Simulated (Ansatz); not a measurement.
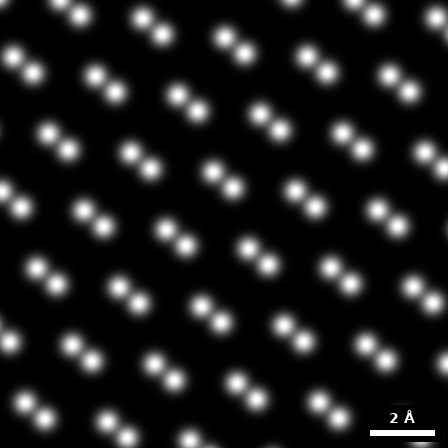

Z-contrast image of a crystal. Simulated incoherent Z contrast: every atom adds Z^1.7 spread by a probe of 0.50 Å full width; channelling and multiple scattering are left out. The display is stretched by a gamma of 0.8; percentages refer to the linear signal.

Give the net of the columns and its spacings.

The pattern repeats on a centred rectangular net of 2.3 × 4.7 Å.

Which plane group does this projection have?

c2mm: perpendicular mirror lines on a centred net, with further twofold points between them.

How many columns does the smallest repeating cell hold, and how many levels of brightness?

2 columns in the primitive cell of 5.5 Å², all of one brightness.

The crystal is Rh (P6_3/mmc, No. 194) seen along [101]. Structure used: the geometry given to an electronic-structure calculation, possibly off equilibrium; the starting structure was generated, so it need not be a known form of this composition.
